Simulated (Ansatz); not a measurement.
# Run report: Li6HF6, geometry relaxation (part 1 of 3)

System: Li6HF6 (slab, 26 atoms in the cell).
Method: DFT PBE, scalar-relativistic, plane waves, PAW, no spin polarisation (Ansatz 0.2.0).

The structure derives from an entry of the Crystallography Open Database. The input holds or restrains some coordinates. Forces given for the steps count only the free coordinates. It belongs to a series of runs on one base structure; here: 1 H2 a cell, flat, over a hollow F-Li site.

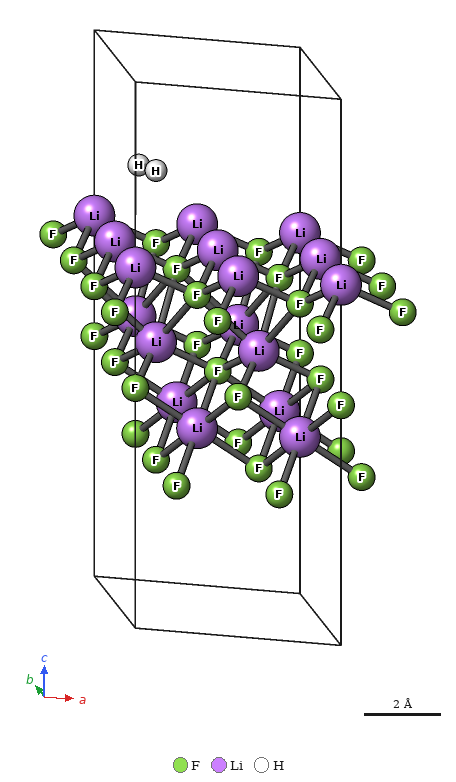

**Figure 1.** The input geometry (ball-and-stick view of the cell of the calculation, with the vacuum cut short, seen slightly off an axis; bonded neighbours outside the cell are drawn too). An atom can appear more than once, as a periodic image. Near neighbours in the periodic cell (some may lie outside the picture): F has 3 Li at 2.03 Å; Li has 6 F at 1.87 to 2.31 Å; F has 6 Li at 1.85 to 2.31 Å; Li has 3 F at 1.85 Å; H has 1 H at 0.75 Å.

Input file
```yaml
crystal:
  lattice:
    - [5.7517025424, 0.0, 0.0]
    - [-2.8758512712, 4.9811205167, 0.0]
    - [0.0, 0.0, 23.8703068255]
  atoms:
    - { symbol: F, position: [0.1666666667, 0.3333333333, 0.3351444143] }
    - { symbol: F, position: [0.1666666667, 0.8333333333, 0.3351444143] }
    - { symbol: F, position: [0.6666666667, 0.3333333333, 0.3351444143] }
    - { symbol: F, position: [0.6666666667, 0.8333333333, 0.3351444143] }
    - { symbol: Li, position: [0.3333333333, 0.1666666667, 0.3843294279] }
    - { symbol: Li, position: [0.3333333333, 0.6666666667, 0.3843294279] }
    - { symbol: Li, position: [0.8333333333, 0.1666666667, 0.3843294279] }
    - { symbol: Li, position: [0.8333333333, 0.6666666667, 0.3843294279] }
    - { symbol: F, position: [0.5, 0.5, 0.4335144415] }
    - { symbol: F, position: [0.5, 0.0, 0.4335144415] }
    - { symbol: F, position: [0.0, 0.5, 0.4335144415] }
    - { symbol: F, position: [0.0, 0.0, 0.4335144415] }
    - { symbol: Li, position: [0.6666666667, 0.3333333333, 0.4693984962] }
    - { symbol: Li, position: [0.6666666667, 0.8333333333, 0.4693984962] }
    - { symbol: Li, position: [0.1666666667, 0.3333333333, 0.4693984962] }
    - { symbol: Li, position: [0.1666666667, 0.8333333333, 0.4693984962] }
    - { symbol: F, position: [0.8333333333, 0.6666666667, 0.5364672423] }
    - { symbol: F, position: [0.8333333333, 0.1666666667, 0.5364672423] }
    - { symbol: F, position: [0.3333333333, 0.6666666667, 0.5364672423] }
    - { symbol: F, position: [0.3333333333, 0.1666666667, 0.5364672423] }
    - { symbol: Li, position: [0.0, 0.5, 0.5710983098] }
    - { symbol: Li, position: [0.0, 0.0, 0.5710983098] }
    - { symbol: Li, position: [0.5, 0.5, 0.5710983098] }
    - { symbol: Li, position: [0.5, 0.0, 0.5710983098] }
    - { symbol: H, position: [0.1666666667, 0.3333333333, 0.6653576763] }
    - { symbol: H, position: [0.099331718, 0.4162958605, 0.6653576763] }
basis:
  ecutwfc: 420
kpoints:
  mp_grid: { grid: [3, 3, 1] }
hamiltonian:
  xc: pbe
scf:
  occupations: { method: gaussian, width: 0.05 }
output:
  forces: true
  eigenvalues: true
  write_density: true
  write_potential: true
  elf: true
  volumetric_format: npy
relax:
  adjacent_minimum: "off"
  f_tol: 0.04
  max_steps: 100
  constraints: [{ sites: [0, 1, 2, 3, 4, 5, 6, 7, 8, 9, 10, 11] }]
efield:
  axis: 3
  dipole_correction: true
  ramp_width: 0.04
```

Run on 2 threads of Intel Xeon @ 2.90GHz (Ice Lake), 64 GiB of memory available, shared host.

Command:
```bash
ansatz run input.yaml --threads 2 --pin off --max-ram 5120MiB --backend cpu --events-out ev --progress --plain --runs-dir out
```

The program's output
```
Engine: ansatz 0.2.0, x86_64-unknown-linux-gnu
Pseudopotentials: kind: paw
Pseudopotential: F, paw, valence charge 7, recommended cutoff 420 eV (normal), F.paw.azcp
Pseudopotential: Li, paw, valence charge 3, recommended cutoff 420 eV (normal), Li.paw.azcp
Pseudopotential: H, paw, valence charge 1, recommended cutoff 420 eV (normal), H.paw.azcp
Functional definition: PBE
  parameter kappa = 0.804
  parameter beta = 0.06672455060314922
  exchange = pbe_x(kappa = kappa, mu = beta*pi^2/3)
  correlation = pbe_c(beta = beta)
Crystal: 26 atoms, lattice volume = 683.882 Å³
Basis set: ecut = 420 eV, 13411 PW (Γ), exchange–correlation on 80×80×320 points (8 copies of the dense FFT grid, shifted against one another)
Bands: 87, of which v1, the nominal top of the filled ones, is band 61 counted from 1 (60 counted from 0)
Symmetry: 1 space group operations
Space group: P1 (ITA 1), of the structure as read, at distance tolerance 8.8e-5 Å
k-points: 5 of 9 (time reversal used)
Non-local potential: F, projectors of the file, l = 0: 2, l = 1: 2, l = 2: 1
Non-local potential: Li, projectors of the file, l = 0: 3, l = 1: 2, l = 2: 1
Non-local potential: H, projectors of the file, l = 0: 2, l = 1: 1
PAW form: soft (Blöchl's): semilocal exchange-correlation on the pseudo side does not see the compensation charge
PAW one-centre angular grid: F, 110 points (default); XC on 64 Gauss nodes
PAW one-centre angular grid: Li, 110 points (default); XC on 64 Gauss nodes
PAW one-centre angular grid: H, 110 points (default); XC on 64 Gauss nodes
Initial density: superposition of atomic densities (neutral atoms: chi_scale 0, normalization atom), corrected by the library's trained network
Initial wavefunctions: pseudopotential atomic-orbital guess
Functional: x = pbe(κ = 0.804, μ = 0.2195149727645171), c = pbe(β = 0.06672455060314922)
SCF iter   1: F=—  HF=-12212.571380 eV  |F-HF|=—  |Δ(HF+E_count)|=         —  Δρ=1.78e-2  dr2=1.63e1  ethr=1.77e-3  p=1.507 e·Å  D=3.99e-1 V/Å  ΔV_dip=-9.52 eV  dr2_dipole=7.52e0  V_vac-E_F(+/−)=2.54/12.06 eV  ⟨swp⟩=9.4  Hψ=2556  notcnv=0  defer=70
efield: sawtooth ramp at fractional position 0.9803 (placed from the atoms, in the widest stretch of the axis that holds none; the zero of the levels goes with the place), width 0.0400; the density the first Hamiltonian is built on has a dipole p = 1.507 e·Å; the dipole correction subtracts the counter field D = 3.99e-1 V/Å, which shifts the + side's vacuum level by -9.52 eV against the − side's; the planar-averaged density in the ramp window peaks in size at 4.6e-6 e/Å³
preconditioner: auto → LDOS  [metal: Δε(μ)=0.018 eV  Ē_g=12.072 eV  σ=0.050 eV  W_gap=0.19  n_scr=92 (ndim 8)  ℏωp=12.9 eV  f_vac=0.605  D(μ)=20.27/eV (n_scr^D=136)  β→1.0]
SCF iter   2: F=—  HF=-12211.934728 eV  |F-HF|=—  |Δ(HF+E_count)|=   6.37e-1  Δρ=8.19e-3  dr2=2.64e0  ethr=1.77e-3  p=1.278 e·Å  D=3.38e-1 V/Å  ΔV_dip=-8.07 eV  dr2_dipole=1.09e0  V_vac-E_F(+/−)=2.89/10.97 eV  ⟨swp⟩=2.2  Hψ=548  notcnv=0  defer=100
SCF iter   3: F=—  HF=-12212.047815 eV  |F-HF|=—  |Δ(HF+E_count)|=   1.13e-1  Δρ=2.35e-3  dr2=5.22e-2  ethr=1.77e-3  p=1.250 e·Å  D=3.31e-1 V/Å  ΔV_dip=-7.90 eV  dr2_dipole=1.29e-2  V_vac-E_F(+/−)=3.20/11.09 eV  ⟨swp⟩=2.6  Hψ=374  notcnv=0  defer=100
SCF iter   4: F=—  HF=-12212.059924 eV  |F-HF|=—  |Δ(HF+E_count)|=   1.21e-2  Δρ=3.16e-3  dr2=4.34e-1  ethr=4.28e-5  p=1.237 e·Å  D=3.27e-1 V/Å  ΔV_dip=-7.81 eV  dr2_dipole=1.96e-1  V_vac-E_F(+/−)=3.23/11.04 eV  ⟨swp⟩=2.8  Hψ=739  notcnv=0  defer=94
SCF iter   5: F=—  HF=-12212.100101 eV  |F-HF|=—  |Δ(HF+E_count)|=   4.02e-2  Δρ=9.10e-3  dr2=4.12e0  ethr=4.28e-5  p=1.211 e·Å  D=3.20e-1 V/Å  ΔV_dip=-7.65 eV  dr2_dipole=1.76e0  V_vac-E_F(+/−)=3.35/11.00 eV  ⟨swp⟩=2.0  Hψ=380  notcnv=0  defer=94  recentre
SCF iter   6: F=—  HF=-12212.073780 eV  |F-HF|=—  |Δ(HF+E_count)|=   2.63e-2  Δρ=4.58e-3  dr2=1.04e0  ethr=4.28e-5  p=1.232 e·Å  D=3.26e-1 V/Å  ΔV_dip=-7.78 eV  dr2_dipole=4.57e-1  V_vac-E_F(+/−)=3.28/11.06 eV  ⟨swp⟩=2.0  Hψ=382  notcnv=0  defer=94
SCF iter   7: F=—  HF=-12212.065711 eV  |F-HF|=—  |Δ(HF+E_count)|=   8.07e-3  Δρ=4.79e-4  dr2=5.08e-3  ethr=4.28e-5  p=1.221 e·Å  D=3.23e-1 V/Å  ΔV_dip=-7.71 eV  dr2_dipole=1.44e-3  V_vac-E_F(+/−)=3.33/11.04 eV  ⟨swp⟩=2.0  Hψ=530  notcnv=0  defer=94
SCF iter   8: F=—  HF=-12212.065871 eV  |F-HF|=—  |Δ(HF+E_count)|=   1.60e-4  Δρ=6.75e-4  dr2=2.39e-2  ethr=4.16e-6  p=1.221 e·Å  D=3.23e-1 V/Å  ΔV_dip=-7.71 eV  dr2_dipole=1.11e-2  V_vac-E_F(+/−)=3.33/11.04 eV  ⟨swp⟩=2.0  Hψ=452  notcnv=0  defer=94
SCF iter   9: F=—  HF=-12212.065769 eV  |F-HF|=—  |Δ(HF+E_count)|=   1.02e-4  Δρ=4.45e-4  dr2=1.02e-2  ethr=4.16e-6  p=1.219 e·Å  D=3.22e-1 V/Å  ΔV_dip=-7.70 eV  dr2_dipole=4.74e-3  V_vac-E_F(+/−)=3.34/11.04 eV  ⟨swp⟩=2.0  Hψ=370  notcnv=0  defer=94
SCF iter  10: F=—  HF=-12212.065808 eV  |F-HF|=—  |Δ(HF+E_count)|=   3.91e-5  Δρ=1.74e-4  dr2=1.05e-3  ethr=4.16e-6  p=1.216 e·Å  D=3.22e-1 V/Å  ΔV_dip=-7.68 eV  dr2_dipole=3.81e-4  V_vac-E_F(+/−)=3.36/11.04 eV  ⟨swp⟩=1.8  Hψ=351  notcnv=0  defer=94
SCF iter  11: F=—  HF=-12212.065818 eV  |F-HF|=—  |Δ(HF+E_count)|=   9.84e-6  Δρ=9.70e-5  dr2=1.23e-4  ethr=8.58e-7  p=1.216 e·Å  D=3.22e-1 V/Å  ΔV_dip=-7.68 eV  dr2_dipole=5.24e-5  V_vac-E_F(+/−)=3.36/11.04 eV  ⟨swp⟩=1.4  Hψ=427  notcnv=0  defer=94
SCF iter  12: F=—  HF=-12212.065823 eV  |F-HF|=—  |Δ(HF+E_count)|=   5.27e-6  Δρ=4.59e-5  dr2=7.30e-5  ethr=1.01e-7  p=1.215 e·Å  D=3.22e-1 V/Å  ΔV_dip=-7.67 eV  dr2_dipole=3.08e-5  V_vac-E_F(+/−)=3.36/11.04 eV  ⟨swp⟩=2.0  Hψ=454  notcnv=0  defer=94
SCF iter  13: F=—  HF=-12212.065828 eV  |F-HF|=—  |Δ(HF+E_count)|=   4.34e-6  Δρ=4.59e-5  dr2=7.33e-5  ethr=5.98e-8  p=1.215 e·Å  D=3.21e-1 V/Å  ΔV_dip=-7.67 eV  dr2_dipole=2.99e-5  V_vac-E_F(+/−)=3.37/11.04 eV  ⟨swp⟩=2.0  Hψ=370  notcnv=0  defer=94
SCF iter  14: F=-12212.065791 eV  HF=-12212.065831 eV  |F-HF|=4.04e-5  |Δ(HF+E_count)|=   3.20e-6  Δρ=2.93e-5  dr2=3.27e-5  ethr=3.28e-8  p=1.215 e·Å  D=3.21e-1 V/Å  ΔV_dip=-7.67 eV  dr2_dipole=1.33e-5  V_vac-E_F(+/−)=3.37/11.04 eV  ⟨swp⟩=30.2  Hψ=4936  notcnv=0
SCF 1 converged in 14 iterations: F = -12212.065791 eV  dr2 = 3.27e-5
  greatest PAW one-centre occupation: 1.000 electrons in one spin orbital (limit 2), on the Li atom at site 22 (counted from 0), in its partial waves of l = 0
relax step   1: F+E_penalty+E_count = -12212.06579064 eV  Δ(F+E_penalty+E_count) = +0.000e0 eV  max|allowed force component| = 2.918e-1 eV/Å  Δτ_max = 0.0000 Å  (14 SCF iters, dr2 threshold 4.00e-5 eV, accepted)
Initial density: handed on by an earlier stage of this run
Initial wavefunctions: those handed on with the density
iter 1 solved again at ethr=1.44e-4 eV; its pass at ethr=3.10e-3 eV (dr2=1.76e-1 eV) is discarded
SCF iter   1: F=—  HF=-12212.145368 eV  |F-HF|=—  |Δ(HF+E_count)|=         —  Δρ=6.58e-3  dr2=1.76e-1  ethr=1.44e-4  p=1.215 e·Å  D=3.21e-1 V/Å  ΔV_dip=-7.67 eV  dr2_dipole=1.45e-2  V_vac-E_F(+/−)=3.37/11.04 eV  ⟨swp⟩=2.0  Hψ=1648  notcnv=0  defer=95
efield: sawtooth ramp at fractional position 0.9803 (handed on by an earlier solve), width 0.0400; the density the first Hamiltonian is built on has a dipole p = 1.215 e·Å; the dipole correction subtracts the counter field D = 3.21e-1 V/Å, which shifts the + side's vacuum level by -7.67 eV against the − side's; the planar-averaged density in the ramp window peaks in size at 1.6e-6 e/Å³
preconditioner: auto → LDOS  [metal: Δε(μ)=0.012 eV  Ē_g=12.385 eV  σ=0.050 eV  W_gap=0.14  n_scr=92 (ndim 8)  ℏωp=12.9 eV  f_vac=0.599  D(μ)=23.74/eV (n_scr^D=174)  β→1.0]
SCF iter   2: F=—  HF=-12212.108201 eV  |F-HF|=—  |Δ(HF+E_count)|=   3.72e-2  Δρ=3.00e-3  dr2=4.14e-1  ethr=1.44e-4  p=1.219 e·Å  D=3.23e-1 V/Å  ΔV_dip=-7.70 eV  dr2_dipole=1.84e-1  V_vac-E_F(+/−)=3.35/11.05 eV  ⟨swp⟩=2.4  Hψ=549  notcnv=0  defer=95  recentre
SCF iter   3: F=—  HF=-12212.108087 eV  |F-HF|=—  |Δ(HF+E_count)|=   1.15e-4  Δρ=2.30e-3  dr2=2.41e-1  ethr=1.44e-4  p=1.217 e·Å  D=3.22e-1 V/Å  ΔV_dip=-7.69 eV  dr2_dipole=1.07e-1  V_vac-E_F(+/−)=3.36/11.05 eV  ⟨swp⟩=2.0  Hψ=357  notcnv=0  defer=95
SCF iter   4: F=—  HF=-12212.113212 eV  |F-HF|=—  |Δ(HF+E_count)|=   5.13e-3  Δρ=1.79e-4  dr2=7.33e-4  ethr=1.44e-4  p=1.214 e·Å  D=3.21e-1 V/Å  ΔV_dip=-7.67 eV  dr2_dipole=4.74e-5  V_vac-E_F(+/−)=3.37/11.03 eV  ⟨swp⟩=2.0  Hψ=371  notcnv=0  defer=95
SCF iter   5: F=—  HF=-12212.113735 eV  |F-HF|=—  |Δ(HF+E_count)|=   5.23e-4  Δρ=1.54e-4  dr2=6.73e-4  ethr=6.01e-7  p=1.214 e·Å  D=3.21e-1 V/Å  ΔV_dip=-7.67 eV  dr2_dipole=2.71e-5  V_vac-E_F(+/−)=3.37/11.04 eV  ⟨swp⟩=2.8  Hψ=685  notcnv=0  defer=95
SCF iter   6: F=—  HF=-12212.113747 eV  |F-HF|=—  |Δ(HF+E_count)|=   1.16e-5  Δρ=3.00e-4  dr2=3.11e-3  ethr=5.51e-7  p=1.212 e·Å  D=3.21e-1 V/Å  ΔV_dip=-7.66 eV  dr2_dipole=9.76e-4  V_vac-E_F(+/−)=3.38/11.03 eV  ⟨swp⟩=2.0  Hψ=547  notcnv=0  defer=95  recentre
SCF iter   7: F=—  HF=-12212.113863 eV  |F-HF|=—  |Δ(HF+E_count)|=   1.16e-4  Δρ=1.67e-4  dr2=2.92e-4  ethr=5.51e-7  p=1.212 e·Å  D=3.21e-1 V/Å  ΔV_dip=-7.66 eV  dr2_dipole=1.65e-5  V_vac-E_F(+/−)=3.38/11.04 eV  ⟨swp⟩=2.0  Hψ=586  notcnv=0  defer=95
SCF iter   8: F=—  HF=-12212.113853 eV  |F-HF|=—  |Δ(HF+E_count)|=   1.01e-5  Δρ=4.95e-5  dr2=3.12e-5  ethr=2.39e-7  p=1.211 e·Å  D=3.20e-1 V/Å  ΔV_dip=-7.65 eV  dr2_dipole=3.37e-6  V_vac-E_F(+/−)=3.39/11.04 eV  ⟨swp⟩=2.0  Hψ=569  notcnv=0  defer=95
SCF iter   9: F=—  HF=-12212.113873 eV  |F-HF|=—  |Δ(HF+E_count)|=   1.97e-5  Δρ=3.95e-5  dr2=5.79e-5  ethr=2.55e-8  p=1.210 e·Å  D=3.20e-1 V/Å  ΔV_dip=-7.64 eV  dr2_dipole=1.46e-5  V_vac-E_F(+/−)=3.40/11.04 eV  ⟨swp⟩=2.6  Hψ=573  notcnv=0  defer=95
SCF iter  10: F=-12212.113882 eV  HF=-12212.113879 eV  |F-HF|=3.28e-6  |Δ(HF+E_count)|=   5.69e-6  Δρ=2.25e-5  dr2=3.42e-6  ethr=4.36e-9  p=1.209 e·Å  D=3.20e-1 V/Å  ΔV_dip=-7.64 eV  dr2_dipole=9.61e-8  V_vac-E_F(+/−)=3.40/11.04 eV  ⟨swp⟩=27.0  Hψ=4372  notcnv=0
SCF 2 converged in 10 iterations: F = -12212.113882 eV  dr2 = 3.42e-6
relax step   2: F+E_penalty+E_count = -12212.11388180 eV  Δ(F+E_penalty+E_count) = -4.809e-2 eV  max|allowed force component| = 1.147e-1 eV/Å  Δτ_max = 0.1907 Å  (10 SCF iters, dr2 threshold 5.32e-6 eV, accepted)
[... from here on the SCF iterations and repeated set-up lines of each step are left out, up to the last step ...]
SCF 3 converged in 18 iterations: F = -12212.152581 eV  dr2 = 4.66e-8
relax step   3: F+E_penalty+E_count = -12212.15258077 eV  Δ(F+E_penalty+E_count) = -3.870e-2 eV  max|allowed force component| = 1.452e-1 eV/Å  Δτ_max = 0.1968 Å  (18 SCF iters, accepted)
SCF 4 converged in 11 iterations: F = -12212.185350 eV  dr2 = 1.79e-6
relax step   4: F+E_penalty+E_count = -12212.18535035 eV  Δ(F+E_penalty+E_count) = -3.277e-2 eV  max|allowed force component| = 8.040e-2 eV/Å  Δτ_max = 0.1969 Å  (11 SCF iters, dr2 threshold 3.26e-6 eV, accepted)
SCF 5 converged in 11 iterations: F = -12212.214181 eV  dr2 = 7.51e-7
relax step   5: F+E_penalty+E_count = -12212.21418101 eV  Δ(F+E_penalty+E_count) = -2.883e-2 eV  max|allowed force component| = 7.520e-2 eV/Å  Δτ_max = 0.1960 Å  (11 SCF iters, dr2 threshold 1.98e-6 eV, accepted)
SCF 6 converged in 11 iterations: F = -12212.241525 eV  dr2 = 3.38e-7
relax step   6: F+E_penalty+E_count = -12212.24152456 eV  Δ(F+E_penalty+E_count) = -2.734e-2 eV  max|allowed force component| = 7.158e-2 eV/Å  Δτ_max = 0.1956 Å  (11 SCF iters, dr2 threshold 1.73e-6 eV, accepted)
SCF 7 converged in 11 iterations: F = -12212.266030 eV  dr2 = 6.31e-7
relax step   7: F+E_penalty+E_count = -12212.26602959 eV  Δ(F+E_penalty+E_count) = -2.451e-2 eV  max|allowed force component| = 6.226e-2 eV/Å  Δτ_max = 0.1952 Å  (11 SCF iters, dr2 threshold 4.48e-6 eV, accepted)
SCF 8 converged in 11 iterations: F = -12212.285518 eV  dr2 = 5.49e-7
relax step   8: F+E_penalty+E_count = -12212.28551837 eV  Δ(F+E_penalty+E_count) = -1.949e-2 eV  max|allowed force component| = 4.888e-2 eV/Å  Δτ_max = 0.1948 Å  (11 SCF iters, dr2 threshold 2.93e-6 eV, accepted)
SCF 9 converged in 15 iterations: F = -12212.299346 eV  dr2 = 3.34e-8
relax step   9: F+E_penalty+E_count = -12212.29934604 eV  Δ(F+E_penalty+E_count) = -1.383e-2 eV  max|allowed force component| = 3.764e-2 eV/Å  Δτ_max = 0.1946 Å  (15 SCF iters, accepted)
SCF 10 converged in 16 iterations: F = -12212.308709 eV  dr2 = 3.37e-8
relax step  10: F+E_penalty+E_count = -12212.30870903 eV  Δ(F+E_penalty+E_count) = -9.363e-3 eV  max|allowed force component| = 5.997e-2 eV/Å  Δτ_max = 0.1969 Å  (16 SCF iters, accepted)
SCF 11 converged in 9 iterations: F = -12212.316504 eV  dr2 = 1.97e-6
relax step  11: F+E_penalty+E_count = -12212.31650425 eV  Δ(F+E_penalty+E_count) = -7.795e-3 eV  max|allowed force component| = 6.705e-2 eV/Å  Δτ_max = 0.1944 Å  (9 SCF iters, dr2 threshold 2.13e-6 eV, accepted)
SCF 12 converged in 8 iterations: F = -12212.321133 eV  dr2 = 2.06e-6
relax step  12: F+E_penalty+E_count = -12212.32113299 eV  Δ(F+E_penalty+E_count) = -4.629e-3 eV  max|allowed force component| = 1.468e-1 eV/Å  Δτ_max = 0.1947 Å  (8 SCF iters, dr2 threshold 4.50e-6 eV, accepted)
SCF 13 converged in 7 iterations: F = -12212.323856 eV  dr2 = 8.40e-6
```
